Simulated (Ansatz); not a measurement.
# How KBr absorbs and reflects light

Aim: the dielectric function of KBr, and the optical constants that follow from it.

Calculated with Ansatz 0.2.0; DFT, PBE, plane-wave PAW, default files, scalar-relativistic, independent-particle optical response without local fields.

## (1) Starting point

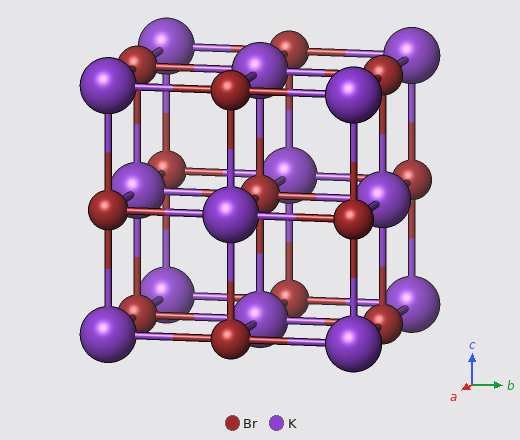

The cell as given, slightly off an axis (bromine red, potassium purple). This picture shows the conventional cell, with its axes. Some periodic images of atoms are drawn too.

## (2) Ground state and bands

First the ground state: is it a metal or has it a gap?

This step: DFT, PBE, plane-wave PAW, default files, scalar-relativistic, ground state (Ansatz 0.2.0).

File input.yaml:

```yaml
crystal:
  lattice:
    - [0.0, 3.3, 3.3]
    - [3.3, 0.0, 3.3]
    - [3.3, 3.3, 0.0]
  atoms:
    - { symbol: Br, position: [0.5, 0.5, 0.5] }
    - { symbol: K, position: [0.0, 0.0, 0.0] }
kpoints:
  mp_grid: { grid: [6, 6, 6] }
  band_path:
    path:
      - [[0.0, 0.0, 0.0], [0.5, 0.0, 0.5], [0.5, 0.25, 0.75], [0.375, 0.375, 0.75], [0.0, 0.0, 0.0], [0.5, 0.5, 0.5], [0.625, 0.25, 0.625], [0.5, 0.25, 0.75], [0.5, 0.5, 0.5], [0.375, 0.375, 0.75]]
      - [[0.625, 0.25, 0.625], [0.5, 0.0, 0.5]]
    npoints: 6
scf:
  occupations: { method: fermi_dirac, width: 0.05 }
  n_extra_bands: 6
hamiltonian:
  xc: pbe
  pseudopotentials: { kind: paw }
output:
  forces: true
  stress: true
  populations: true
  write_bands: true
  write_density: true
  write_potential: true
  elf: true
  volumetric_format: npy
```

Command:

```sh
$ ansatz run input.yaml --threads 4 --pin off --max-ram 8192MiB --backend cpu --events-out ev --progress --plain --runs-dir out
```

Numbers of over 12 decimals in the logs are rounded to 6 here.

The log of the run:

```text
scf.n_extra_bands = 6 over 8 filled bands (N_el = 16.0): the run solves 14 bands
Engine: ansatz 0.2.0, aarch64-unknown-linux-gnu
Pseudopotentials: kind: paw
Pseudopotential: Br, paw, valence charge 7, recommended cutoff 420 eV (normal), Br.paw.azcp
Pseudopotential: K, paw, valence charge 9, recommended cutoff 420 eV (normal), K.paw.azcp
Functional definition: PBE
  parameter kappa = 0.804
  parameter beta = 0.066725
  exchange = pbe_x(kappa = kappa, mu = beta*pi^2/3)
  correlation = pbe_c(beta = beta)
Crystal: 2 atoms, lattice volume = 71.874 Å³
Basis set: ecut = 420 eV, 1411 PW (Γ), exchange–correlation on 64×64×64 points (8 copies of the dense FFT grid, shifted against one another)
Bands: 14, of which v1, the nominal top of the filled ones, is band 8 counted from 1 (7 counted from 0)
Symmetry: 48 space group operations
Space group: Fm-3m (ITA 225), of the structure as read, at distance tolerance 4.2e-5 Å
k-points: 16 of 216
Non-local potential: Br, projectors of the file, l = 0: 2, l = 1: 2, l = 2: 2
Non-local potential: K, projectors of the file, l = 0: 3, l = 1: 2, l = 2: 2
PAW form: soft (Blöchl's): semilocal exchange-correlation on the pseudo side does not see the compensation charge
PAW one-centre angular grid: Br, 110 points (default); XC on 64 Gauss nodes
PAW one-centre angular grid: K, 110 points (default); XC on 64 Gauss nodes
Initial density: superposition of atomic densities (neutral atoms: chi_scale 0, normalization atom), corrected by the library's trained network
Initial wavefunctions: pseudopotential atomic-orbital guess
Functional: x = pbe(κ = 0.804, μ = 0.219515), c = pbe(β = 0.066725)
SCF iter   1: F=—  HF=-4324.496605 eV  |F-HF|=—  |Δ(HF+E_count)|=         —  Δρ=1.54e-4  dr2=1.23e-5  ethr=1.77e-3  ⟨swp⟩=7.1  Hψ=1526  notcnv=0
preconditioner: auto → none  [insulator: Δε(μ)=4.426 eV  Ē_g=15.403 eV  σ=0.050 eV  W_gap=1.00  n_scr=14 (ndim 8)  ℏωp=16.4 eV  f_vac=0.056  D(μ)=0.00/eV (n_scr^D=0)  ε∞_Penn≈2.1]
SCF iter   2: F=—  HF=-4324.496532 eV  |F-HF|=—  |Δ(HF+E_count)|=   7.34e-5  Δρ=1.96e-4  dr2=4.47e-5  ethr=7.67e-8  ⟨swp⟩=3.4  Hψ=623  notcnv=0
SCF iter   3: F=—  HF=-4324.496527 eV  |F-HF|=—  |Δ(HF+E_count)|=   5.34e-6  Δρ=5.76e-5  dr2=1.81e-6  ethr=7.67e-8  ⟨swp⟩=2.0  Hψ=312  notcnv=0
SCF iter   4: F=—  HF=-4324.496531 eV  |F-HF|=—  |Δ(HF+E_count)|=   4.74e-6  Δρ=2.13e-5  dr2=2.17e-7  ethr=1.13e-8  ⟨swp⟩=2.0  Hψ=312  notcnv=0
SCF iter   5: F=—  HF=-4324.496532 eV  |F-HF|=—  |Δ(HF+E_count)|=   7.49e-7  Δρ=9.56e-6  dr2=1.04e-7  ethr=1.36e-9  ⟨swp⟩=2.0  Hψ=248  notcnv=0
SCF iter   6: F=-4324.496532 eV  HF=-4324.496532 eV  |F-HF|=7.44e-9  |Δ(HF+E_count)|=   5.05e-9  Δρ=2.89e-6  dr2=1.00e-8  ethr=6.25e-10  ⟨swp⟩=11.2  Hψ=1549  notcnv=0
SCF 1 converged in 6 iterations: F = -4324.496532 eV  dr2 = 1.00e-8
  greatest PAW one-centre occupation: 0.987 electrons in one spin orbital (limit 2), on the K atom at site 1 (counted from 0), in its partial waves of l = 0
NSCF: frozen V_eff on 62 k-points
SCF converged after 6 iterations
Free energy (F): -4324.496532 eV
Harris-Foulkes:  -4324.496532 eV  (|F-HF|=7.44e-9)
Internal energy: -4324.496532 eV  (E = F + TS)
E sigma→0 (E₀):  -4324.496532 eV
Fermi energy:    3.342497 eV
--- Per-component energies (eV) ---
  E_band       = -133.512091
  E_kinetic    = 388.472038
  E_local      = -838.835159  (includes V_loc(G=0)·N_el)
  E_nonlocal   = 82.863998
  E_hartree    = 271.999589
  E_xc         = -400.625270
  E_vxc        = -269.645570  (∫ρ·V_xc dr)
  E_paw        = -3028.385878  (= ΣΔE_a)
  E_vpaw       = -40.364796  (= ΣTr[D̂ρ^β])
  E_aug_tail   = -0.000004  (compensation charges beyond the density's cutoff)
  E_ewald      = -799.985846
  E_smearing   = -0.000000  (= −TS)
  E_closure    = -0.000000  (closes the sum)
  Σ components = -4324.496532   (vs F -4324.496532, Δ=0.00e0)
--- Forces (eV/Å), atoms counted from 1 ---
  atom   1  Br     0.00000000     0.00000000     0.00000000
  atom   2  K     -0.00000000     0.00000000     0.00000000
  max |Σ_I F_I| component: 4.60e-30 eV/Å
--- Stress (GPa, compression-positive) ---
        0.717912      -0.000000      -0.000000
       -0.000000       0.717912      -0.000000
       -0.000000      -0.000000       0.717912
  P = ⅓ Tr σ = 0.7179 GPa (7.179 kbar)
--- Band table (eV; the first three rows and the last of 16) ---
  k-point 0: bands = [... 4 lower, -10.1842, 1.0691, 1.0691, 1.0691, 5.5045, 8.6734, 8.6734, 8.6734, ... 2 higher]
  k-point 1: bands = [... 4 lower, -10.1157, 0.7038, 0.9804, 0.9804, 6.1605, 8.5336, 8.9962, 8.9962, ... 2 higher]
  k-point 2: bands = [... 4 lower, -9.9925, 0.1312, 0.8140, 0.8140, 7.2681, 8.7874, 9.8577, 9.8577, ... 2 higher]
  k-point 15: bands = [... 4 lower, -10.1193, 0.3624, 0.5929, 0.6213, 7.6651, 8.9937, 9.3619, 10.2984, ... 2 higher]
--- Löwdin populations: 2 sites ---
  site symbol       q [e]
     0     Br      7.6605
     1      K      8.2877
  spilling = 0.003233 (of n_electrons = 16.000000)
```

It took 1.4 s on 4 threads of Arm Neoverse N1, shared host; peak memory 0.31 GiB; 4.6 s of CPU time.

Reading the cycles: dr2 is the Hartree energy of the density residual (eV), the measure of convergence; HF is the Harris–Foulkes estimate of the energy, which meets the free energy F at convergence.

This step gave:

| Item | Value |
| --- | --- |
| free energy | -4324.4965 eV |
| Fermi energy | 3.342 eV |
| gap by band count | 4.435 eV |
| electrons | 16 |
| symmetry operations | 48 |
| pressure | 0.7179 GPa |
| gap on the k-mesh | 4.435 eV |
| volume | 71.87 Å³ |
| gap on the path | 4.435 eV |
| least direct gap on the path | 4.435 eV |

There is a gap, 4.44 eV on the path, so no carriers' term is needed. The cell is left with a pressure of 0.7 GPa, as it stands unrelaxed at this level.

The electronic bands at the labelled points (eV, zero at the Fermi level; v1 is the highest filled band, c1 the lowest empty one):

```csv
point,v3,v2,v1,c1,c2,c3,c4
Γ,-2.27,-2.27,-2.27,2.16,5.33,5.33,5.33
X,-3.09,-2.56,-2.56,3.59,4.93,7.08,7.23
W,-2.86,-2.86,-2.81,5.11,5.11,5.99,6.72
K,-2.97,-2.91,-2.60,4.32,5.88,6.19,6.89
Γ,-2.27,-2.27,-2.27,2.16,5.33,5.33,5.33
L,-3.45,-2.61,-2.61,4.32,5.96,7.46,7.46
U,-2.97,-2.91,-2.60,4.32,5.88,6.19,6.89
W,-2.86,-2.86,-2.81,5.11,5.11,5.99,6.72
L,-3.45,-2.61,-2.61,4.32,5.96,7.46,7.46
K,-2.97,-2.91,-2.60,4.32,5.88,6.19,6.89
jump to U,-2.97,-2.91,-2.60,4.32,5.88,6.19,6.89
X,-3.09,-2.56,-2.56,3.59,4.93,7.08,7.23
```

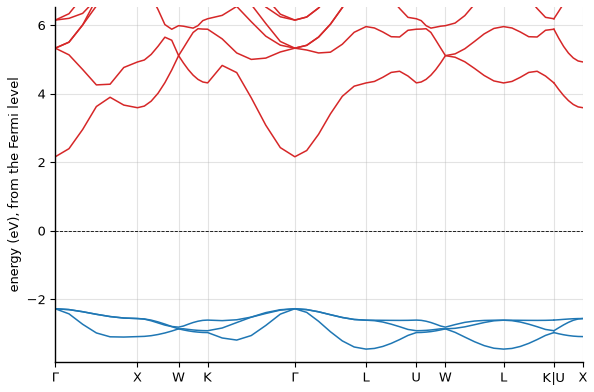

Electronic bands along the path; lines of filled and empty bands in two colours.

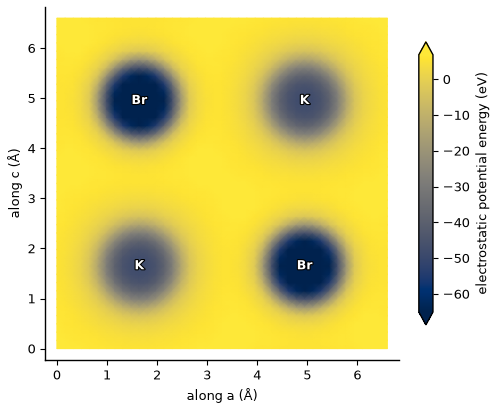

Electrostatic potential energy in the ac plane of the conventional cell at fractional y = 0.000, with atoms of Br and K within 0.2 Å of it. With pseudopotentials it is smooth inside the atoms' cores, unlike the true potential. The map starts off the cell's origin, so that atoms lie inside it.

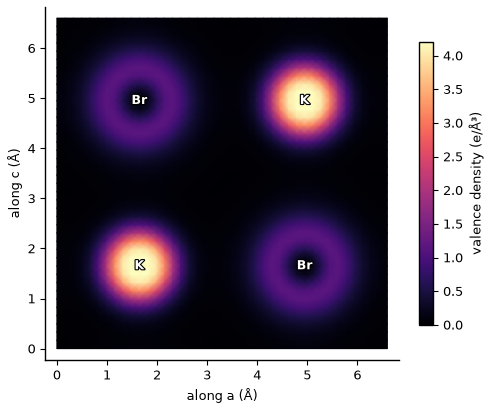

Valence density in the ac plane of the conventional cell at fractional y = 0.000, with atoms of Br and K within 0.2 Å of it. It is the smooth field of the valence electrons, not physical close to the nuclei. The map starts off the cell's origin, so that atoms lie inside it.

## (3) Spectrum

The spectrum is a sum over vertical transitions between filled and empty bands at the fixed density, so many empty bands are needed.

This step: DFT, PBE, plane-wave PAW, default files, scalar-relativistic, independent-particle optical response without local fields (Ansatz 0.2.0).

input.yaml, the sections that differ from step 2:

```yaml
kpoints:
  mp_grid: { grid: [6, 6, 6] }
scf:
  occupations: { method: fixed }
output:
  optics:
    e_range: [0, 20]
    de: 0.05
    sigma: 0.1
    nscf_kmesh: { grid: [8, 8, 8] }
    bands: { spectra_wanted_up_to: 20 }
# crystal, hamiltonian: as in step 2
```

The log of the run:

```text
[...]
Crystal: 2 atoms, lattice volume = 71.874 Å³
Basis set: ecut = 420 eV, 1411 PW (Γ)
Bands: 12, of which v1, the nominal top of the filled ones, is band 8 counted from 1 (7 counted from 0)
Symmetry: 48 space group operations
[...]
k-points: 16 of 216
[...]
SCF iter   1: F=—  HF=-4324.496677 eV  |F-HF|=—  |Δ(HF+E_count)|=         —  Δρ=1.66e-4  dr2=1.39e-5  ethr=1.77e-3  ⟨swp⟩=5.2  Hψ=1050  notcnv=0  defer=28
[...]
SCF iter  10: F=-4324.496606 eV  HF=-4324.496606 eV  |F-HF|=0.00e0  |Δ(HF+E_count)|=  6.37e-12  Δρ=3.38e-9  dr2=4.18e-15  ethr=1.00e-12  ⟨swp⟩=4.4  Hψ=786  notcnv=0
SCF 1 converged in 10 iterations: F = -4324.496606 eV  dr2 = 4.18e-15
[...]
NSCF: frozen V_eff on 29 k-points
output.optics: what the bands over the 39 summed would add to eps1, eps2 and the energy-loss function is held between a lower and an upper bound (5 Lanczos steps). eps1, eps2 and their loss function (loss_summed_bands) are given on every row as the summed bands alone make them. Along an axis, on a row where the two bounds hold the loss function to about 1 % of the greater of itself and 0.5 % of |1/eps|, its cell (loss_completed) is given, with the completed eps1 and eps2 that it is formed of (a cell that is left empty reads nan in the table and null in the record). The two bounds hold it so along every axis on all 401 rows up to 20.000 eV. [rest of the remark cut]
SCF converged after 10 iterations
Free energy (F): -4324.496606 eV
[...]
Internal energy: -4324.496606 eV  (E = F + TS)
E sigma→0 (E₀):  -4324.496606 eV
Fermi energy:    1.069191 eV
[...]
--- Band table (eV; the first three rows and the last of 16) ---
  k-point 0: bands = [... 4 lower, -10.1842, 1.0692, 1.0692, 1.0692, 5.5046, 8.6735, 8.6735, 8.6735]
  k-point 1: bands = [... 4 lower, -10.1156, 0.7039, 0.9805, 0.9805, 6.1606, 8.5337, 8.9963, 8.9963]
  k-point 2: bands = [... 4 lower, -9.9925, 0.1313, 0.8141, 0.8141, 7.2682, 8.7875, 9.8578, 9.8578]
  k-point 15: bands = [... 4 lower, -10.1192, 0.3625, 0.5930, 0.6214, 7.6652, 8.9938, 9.3620, 10.2985]
```

Run time: 9.6 s. Hardware: 4 threads; peak memory 0.64 GiB.

This step gave:

```
electronic dielectric constant ε∞, mean over x, y and z (by symmetry where fewer were run) : 2.823
absorption onset, first axis (α over 10⁴ cm⁻¹, or the direct gap if that lies higher)      : 4.435 eV
main peak of Im epsilon, first axis                                                        : 9.246 eV
centre of weight of the strongest loss peak in the window                                  : 11.29 eV
least direct gap on the mesh                                                               : 4.435 eV
bands summed                                                                               : 39
spectra valid up to                                                                        : 29.39 eV
program's estimate of the k-sum error in Im epsilon                                        : 0.07 %
electrons in the f-sum                                                                     : 13.29
```

The Im ε, any direction has structure finer than the step of the table below, so its rows give means over 1 eV, whole bins alone (the curve runs from 0 to 20 eV). Peaks (eV: height): 7.0: 5.03, 9.2: 5.20, 12.4: 1.16, 14.4: 2.24, 14.9: 2.31.

The Im ε, any direction by photon energy; means over each step:

```csv
photon energy (eV),"Im ε, any direction"
3,0
4,0.0140
5,0.586
6,1.46
7,4.29
8,2.52
9,3.71
10,3.09
11,1.06
12,0.915
13,0.592
14,0.841
15,1.54
16,0.609
17,0.361
18,0.965
19,0.781
```

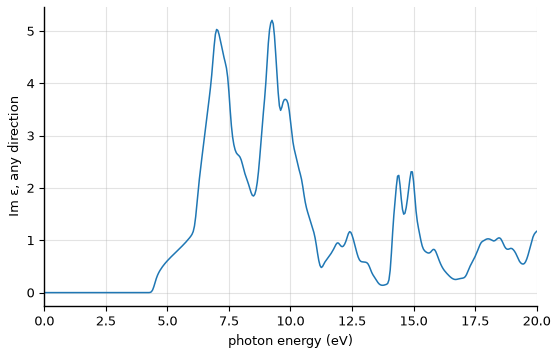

Im ε, any direction, plotted against photon energy.

The Re ε, any direction by photon energy:

```csv
photon energy (eV),"Re ε, any direction"
0,2.82
2,2.93
4,3.48
6,4.83
8,1.49
10,-0.687
12,0.552
14,2.05
16,0.316
18,1.16
20,1.52
```

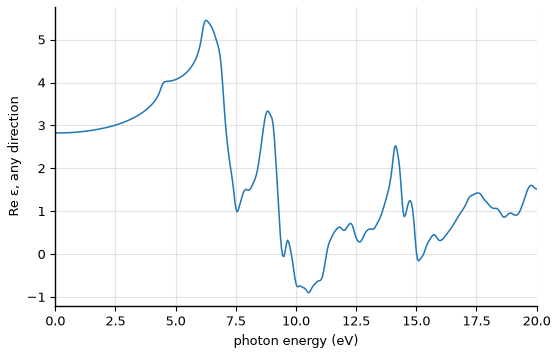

Re ε, any direction against photon energy.

The loss function −Im 1/ε at q → 0, any direction has structure finer than the step of the table below, so its rows give means over 1 eV, whole bins alone (the curve runs from 0 to 20 eV). Peaks (eV: height): 11.2: 2.06, 12.8: 1.17, 16.1: 1.29, 18.6: 0.579.

Table of loss function −Im 1/ε at q → 0, any direction by energy loss; means over each step:

```csv
energy loss (eV),"loss function −Im 1/ε at q → 0, any direction"
3,0
4,9.0e-4
5,0.0339
6,0.0526
7,0.141
8,0.282
9,0.175
10,0.317
11,0.952
12,0.778
13,0.853
14,0.167
15,0.650
16,1.04
17,0.281
18,0.410
19,0.499
```

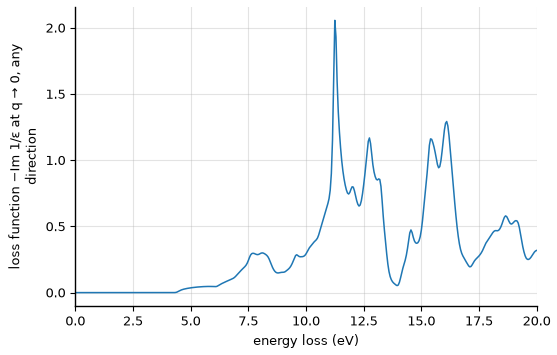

Loss function −Im 1/ε at q → 0, any direction against energy loss.

The reflectivity at normal incidence, any direction has structure finer than the step of the table below, so its rows give means over 2 eV, whole bins alone (the curve runs from 0 to 20 eV). Peaks (eV: height): 7.0: 23.8, 9.4: 29.0, 11.1: 36.6, 12.6: 10.8, 14.4: 12.5, 15.1: 21.0.

Table of reflectivity at normal incidence, any direction by photon energy; means over each step:

| photon energy (eV) | reflectivity at normal incidence, any direction (%) |
| --- | --- |
| 2 | 6.97 |
| 4 | 9.49 |
| 6 | 16.1 |
| 8 | 16.4 |
| 10 | 29.1 |
| 12 | 11.0 |
| 14 | 6.10 |
| 16 | 7.86 |
| 18 | 3.53 |

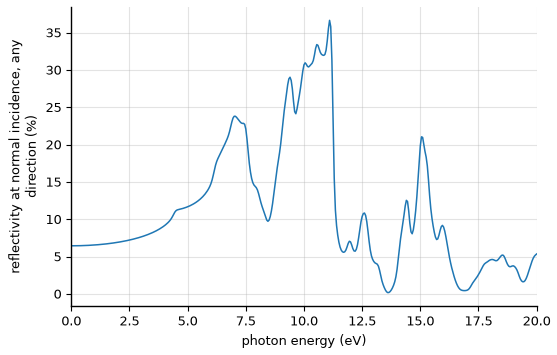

Reflectivity at normal incidence, any direction, plotted against photon energy.

Values under 1 per cm are given as 1. Table of absorption coefficient, any direction by photon energy:

```csv
photon energy (eV),"absorption coefficient, any direction (1/cm)"
0.00,1
2.00,1
4.00,1
6.00,1.5e5
8.00,6.9e5
10.00,1.4e6
12.00,6.2e5
14.00,1.2e5
16.00,7.4e5
18.00,8.0e5
20.00,9.1e5
```

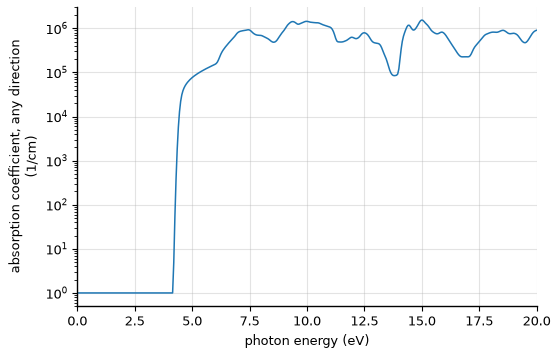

Absorption coefficient, any direction against photon energy.

[end of part 1 of 2]

[Logs are printed without paths, hosts, clocks, repeated set-up lines and the standing remarks that a program may print on its own settings, such as how far it seeks lower states.]

[Hosts, paths, dates, database ids (printed as entryN), source tags and the programs' standing remarks are cut or masked in the printed files.]
